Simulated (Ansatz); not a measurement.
Pt (2 atoms in the cell), run with Ansatz.

```
crystal:
  lattice:
    - [3.8482931297, 0.0, 0.0012156916]
    - [0.0, 3.8482933217, 0.0]
    - [-1.9234955393, 0.0, 2.0685215792]
  atoms:
    - { symbol: Pt, position: [0.0, 0.0, 0.0] }
    - { symbol: Pt, position: [0.5, 0.5, 0.0] }
basis:
  ecutwfc: 420
kpoints:
  mp_grid: { grid: [9, 9, 17] }
hamiltonian:
  xc: pbe
scf:
  occupations: { method: gaussian, width: 0.1 }
  mixing: { algorithm: broyden, beta: 1.0, ndim: 1, preconditioner: none }
  max_iter: 80
output:
  forces: true
  eigenvalues: true
  stress: true
```

Command:
```bash
ansatz run input.yaml --threads 4 --pin off --max-ram 8192MiB --backend cpu --events-out ev --progress --plain --runs-dir out
```

Question: What does the convergence history look like?

Answer: The run converged; it took 6 iterations. The residual falls almost steadily, with no more than small rises or pauses. The input holds an odd setting (mixing far too strong), but it does no harm here: the energy lies within 1 meV per atom of a run with usual settings.

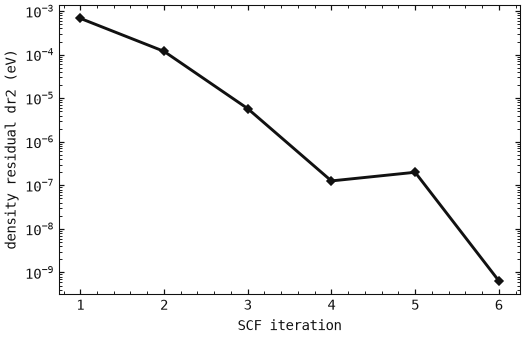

SCF iterations of a calculation: density residual dr2. The starting density is a sum of atomic densities corrected by a trained network, so the first residual is already small.
